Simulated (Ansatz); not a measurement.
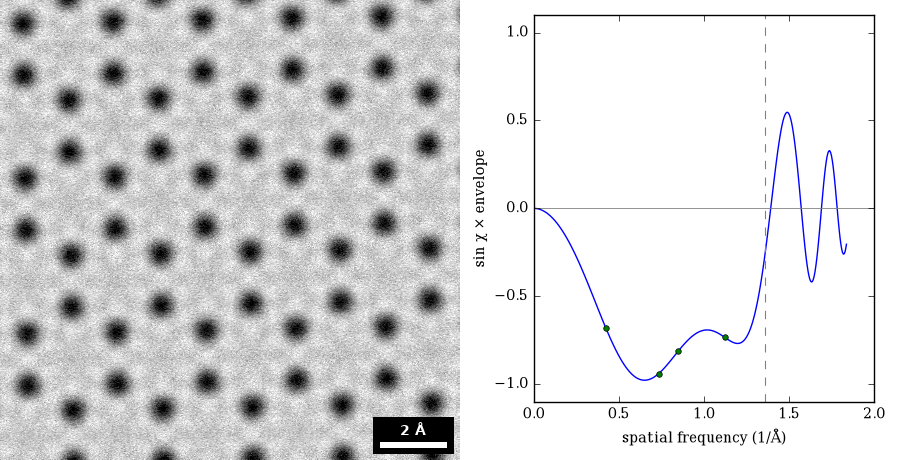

Phase-contrast TEM-like image of Ir (P6_3/mmc, No. 194) along [001]. Simulated in the weak-phase-object approximation with neutral-atom potentials: 300 kV, Cs = 20 µm, defocus −75 Å (negative is underfocus), defocus spread 8 Å, aperture 1.36 1/Å. Shot noise and a slight drift were added. Structure: coordinates from a relaxation with DFT, r2SCAN, plane waves (500 eV) with PAW, scalar-relativistic (Ansatz 0.2.0); the starting structure was generated, so it need not be a known form of this composition.

The plot gives the contrast transfer function, the aperture (dashed) and the crystal's spatial frequencies that carry visible contrast (dots).

Do the atom columns appear dark or bright, and why?

Dark. With positive Cs and underfocus sin χ is negative over the pass band, so the strongest columns (Ir) come out darker than the background.

What point resolution do these settings give, and which lattice spacings pass?

About 0.7 Å (0.66 |Cs|^(1/4) λ^(3/4) with λ = 0.0197 Å). The spacings that carry visible contrast are {100} at 2.36 Å, {110} at 1.36 Å, {200} at 1.18 Å, {210} at 0.89 Å.
